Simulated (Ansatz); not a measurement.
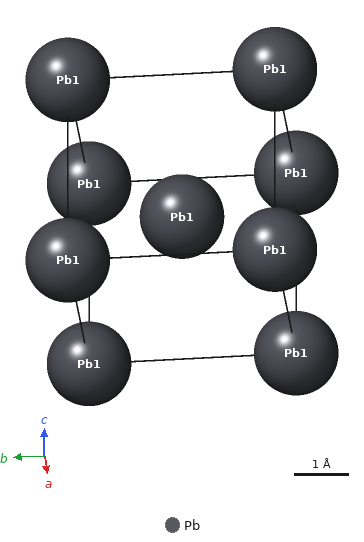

Fig. 1: The structure as given in the input (spheres-only view of the cell 2 times as large as that of the calculation, set on its symmetry axes, seen at an oblique angle; atoms are numbered from 1 in the order of the input).

## Pb: a changed input and its effect

System: Pb (Im-3m, 1 atom in the cell).
Method of the first run: DFT, RPBE, plane waves (420 eV) with PAW, scalar-relativistic, no spin polarisation (Ansatz 0.2.0).

Text and figures count atoms from 1; the logs count them from 0 in places.

## The input, the first run
```yaml
crystal:
  lattice:
    - [-1.9403235467, 1.9403235467, 1.9403235467]
    - [1.9403235467, -1.9403235467, 1.9403235467]
    - [1.9403235467, 1.9403235467, -1.9403235467]
  atoms:
    - { symbol: Pb, position: [0.0, 0.0, 0.0] }
hamiltonian:
  xc: rpbe
  pseudopotentials:
    kind: paw
    azcp:
      Pb: "pseudopotentials/Pb.paw.azcp"
basis:
  ecutwfc: 420
  fft_grid_basis: typed
kpoints:
  mp_grid: { grid: [12, 12, 12], shift: [0, 0, 0] }
magnetization:
  spin_polarized: false
scf:
  occupations: { method: fermi_dirac, width: 0.1 }
  lower_state_search: "off"
output:
  stress: true
```

Hardware: 2 threads of an Arm (aarch64) CPU, shared host.

## Output, shortened to warnings, some set-up lines, iterations and results (the first run)
```
Basis set: ecut = 420 eV, 603 PW (Γ)
Symmetry: 48 space group operations
k-points: 72 of 1728
Initial density: superposition of atomic densities (neutral atoms: chi_scale 0, normalization atom), corrected by the library's trained network
[...]
SCF iter   1: F=—  HF=-11921.563911 eV  |F-HF|=—  |Δ(HF+E_count)|=         —  Δρ=2.05e-3  dr2=9.64e-4  ethr=1.77e-3  ⟨swp⟩=5.6  Hψ=5215  notcnv=0
SCF iter   2: F=—  HF=-11921.563183 eV  |F-HF|=—  |Δ(HF+E_count)|=   7.28e-4  Δρ=8.10e-4  dr2=1.43e-4  ethr=6.89e-6  ⟨swp⟩=2.2  Hψ=1802  notcnv=0
SCF iter   3: F=—  HF=-11921.563143 eV  |F-HF|=—  |Δ(HF+E_count)|=   3.97e-5  Δρ=1.60e-4  dr2=6.83e-6  ethr=1.02e-6  ⟨swp⟩=2.7  Hψ=1414  notcnv=0
SCF iter   4: F=—  HF=-11921.563143 eV  |F-HF|=—  |Δ(HF+E_count)|=   2.75e-7  Δρ=6.23e-5  dr2=4.79e-7  ethr=4.88e-8  ⟨swp⟩=2.0  Hψ=1283  notcnv=0
SCF iter   5: F=-11921.563143 eV  HF=-11921.563143 eV  |F-HF|=8.16e-9  |Δ(HF+E_count)|=   2.54e-7  Δρ=8.29e-6  dr2=2.69e-8  ethr=3.42e-9  ⟨swp⟩=3.0  Hψ=1334  notcnv=0
SCF iter   6: F=-11921.563143 eV  HF=-11921.563143 eV  |F-HF|=5.91e-10  |Δ(HF+E_count)|=   1.93e-9  Δρ=1.98e-6  dr2=1.81e-9  ethr=1.92e-10  ⟨swp⟩=1.9  Hψ=2578  notcnv=0
SCF 1 converged in 6 iterations: F = -11921.563143 eV  dr2 = 1.81e-9
SCF converged after 6 iterations
Free energy (F): -11921.563143 eV
Harris-Foulkes:  -11921.563143 eV  (|F-HF|=5.91e-10)
Internal energy: -11921.540912 eV  (E = F + TS)
E sigma→0 (E₀):  -11921.552028 eV
Entropy (-TS):   -0.022232 eV (-22.232 meV/atom)
Fermi energy:    11.663590 eV
--- Per-component energies (eV) ---
  E_band       = -28.364703
  E_kinetic    = 289.633529
  E_local      = -990.077665  (includes V_loc(G=0)·N_el)
  E_nonlocal   = 349.440437
  E_hartree    = 395.165398
  E_xc         = -221.342806
  E_vxc        = -132.554419  (∫ρ·V_xc dr)
  E_paw        = -10421.060750  (= ΣΔE_a)
  E_vpaw       = -335.136118  (= ΣTr[D̂ρ^β])
  E_aug_tail   = 0.000049  (compensation charges beyond the density's cutoff)
  E_ewald      = -1323.377180
  E_core_change = 0.078076  (= ΣΔE_core)
  E_smearing   = -0.022232  (= −TS)
  E_closure    = 0.000000  (closes the sum)
  Σ components = -11921.563143   (vs F -11921.563143, Δ=0.00e0)
--- Stress (GPa, compression-positive) ---
        6.031657      -0.000000       0.000000
       -0.000000       6.031657      -0.000000
        0.000000      -0.000000       6.031657
  P = ⅓ Tr σ = 6.0317 GPa (60.317 kbar)
```

For the second run the input was changed thus:
```diff
-    - [-1.9403235467, 1.9403235467, 1.9403235467]
-    - [1.9403235467, -1.9403235467, 1.9403235467]
-    - [1.9403235467, 1.9403235467, -1.9403235467]
+    - [-1.9974243551, 1.9974243551, 1.9974243551]
+    - [1.9974243551, -1.9974243551, 1.9974243551]
+    - [1.9974243551, 1.9974243551, -1.9974243551]
```

How does the second run compare with the first run?

With the same functional and potentials, the second run lies 61.4 meV per atom lower. The pressure goes from 6.03 to 1.71 GPa. The volume per atom goes from 29.22 to 31.88 Å³. The number of SCF iterations is the same. The plane waves at Γ go from 603 to 627.

## Output, shortened to warnings, some set-up lines, iterations and results (the second run)
```
Basis set: ecut = 420 eV, 627 PW (Γ)
Symmetry: 48 space group operations
k-points: 72 of 1728
Initial density: superposition of atomic densities (neutral atoms: chi_scale 0, normalization atom), corrected by the library's trained network
[...]
SCF iter   1: F=—  HF=-11921.625388 eV  |F-HF|=—  |Δ(HF+E_count)|=         —  Δρ=1.97e-3  dr2=1.05e-3  ethr=1.77e-3  ⟨swp⟩=5.5  Hψ=5100  notcnv=0
SCF iter   2: F=—  HF=-11921.624573 eV  |F-HF|=—  |Δ(HF+E_count)|=   8.15e-4  Δρ=7.38e-4  dr2=1.50e-4  ethr=7.50e-6  ⟨swp⟩=2.0  Hψ=1770  notcnv=0
SCF iter   3: F=—  HF=-11921.624533 eV  |F-HF|=—  |Δ(HF+E_count)|=   3.96e-5  Δρ=1.54e-4  dr2=8.10e-6  ethr=1.07e-6  ⟨swp⟩=2.7  Hψ=1422  notcnv=0
SCF iter   4: F=—  HF=-11921.624537 eV  |F-HF|=—  |Δ(HF+E_count)|=   3.49e-6  Δρ=7.36e-5  dr2=7.51e-7  ethr=5.78e-8  ⟨swp⟩=2.0  Hψ=1294  notcnv=0
SCF iter   5: F=-11921.624537 eV  HF=-11921.624537 eV  |F-HF|=9.50e-9  |Δ(HF+E_count)|=   1.15e-8  Δρ=7.53e-6  dr2=2.71e-8  ethr=5.36e-9  ⟨swp⟩=2.7  Hψ=1350  notcnv=0
SCF iter   6: F=-11921.624537 eV  HF=-11921.624537 eV  |F-HF|=5.51e-10  |Δ(HF+E_count)|=   2.55e-9  Δρ=1.86e-6  dr2=1.71e-9  ethr=1.94e-10  ⟨swp⟩=2.2  Hψ=2574  notcnv=0
SCF 1 converged in 6 iterations: F = -11921.624537 eV  dr2 = 1.71e-9
SCF converged after 6 iterations
Free energy (F): -11921.624537 eV
Harris-Foulkes:  -11921.624537 eV  (|F-HF|=5.51e-10)
Internal energy: -11921.601710 eV  (E = F + TS)
E sigma→0 (E₀):  -11921.613123 eV
Entropy (-TS):   -0.022827 eV (-22.827 meV/atom)
Fermi energy:    10.350969 eV
--- Per-component energies (eV) ---
  E_band       = -45.275076
  E_kinetic    = 288.326448
  E_local      = -1047.930843  (includes V_loc(G=0)·N_el)
  E_nonlocal   = 349.357407
  E_hartree    = 415.734306
  E_xc         = -220.838530
  E_vxc        = -131.817506  (∫ρ·V_xc dr)
  E_paw        = -10420.783115  (= ΣΔE_a)
  E_vpaw       = -334.677853  (= ΣTr[D̂ρ^β])
  E_aug_tail   = 0.000046  (compensation charges beyond the density's cutoff)
  E_ewald      = -1285.545506
  E_core_change = 0.078076  (= ΣΔE_core)
  E_smearing   = -0.022827  (= −TS)
  E_closure    = 0.000000  (closes the sum)
  Σ components = -11921.624537   (vs F -11921.624537, Δ=0.00e0)
--- Stress (GPa, compression-positive) ---
        1.706550       0.000000      -0.000000
        0.000000       1.706550       0.000000
        0.000000      -0.000000       1.706550
  P = ⅓ Tr σ = 1.7065 GPa (17.065 kbar)
```

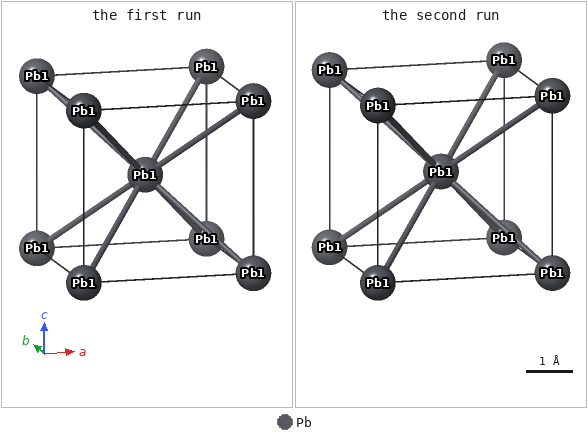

Fig. 2: The two input geometries at one scale (ball-and-stick view of the cell 2 times as large as that of the calculation, set on its symmetry axes, seen slightly off an axis). No atom moves by more than 0.005 Å relative to the cell. The drawn cell changes as follows: a = b = c 3.881 → 3.995 Å (+2.9 %); the volume changes by +9.1 %. Among the contacts that change: Pb1–Pb1 3.361 → 3.460 Å.

## The two runs side by side

| quantity | the first run | the second run |
| --- | --- | --- |
| outcome | converged | converged |
| free energy per atom (eV) | −11921.5631 | −11921.6245 |
| energy per atom, smearing taken to zero (eV) | −11921.5520 | −11921.6131 |
| pressure (GPa) | 6.03 | 1.71 |
| volume per atom (Å³) | 29.22 | 31.88 |
| SCF iterations | 6 | 6 |
| irreducible k-points | 72 | 72 |
| plane waves at Γ | 603 | 627 |
| wall time (shared host) | 0.82 s | 0.85 s |

For both runs: Spin–orbit coupling is left out, which matters for Pb. For the first run: The cell is under a pressure of 6.0 GPa at this level, so it is not at its equilibrium volume.
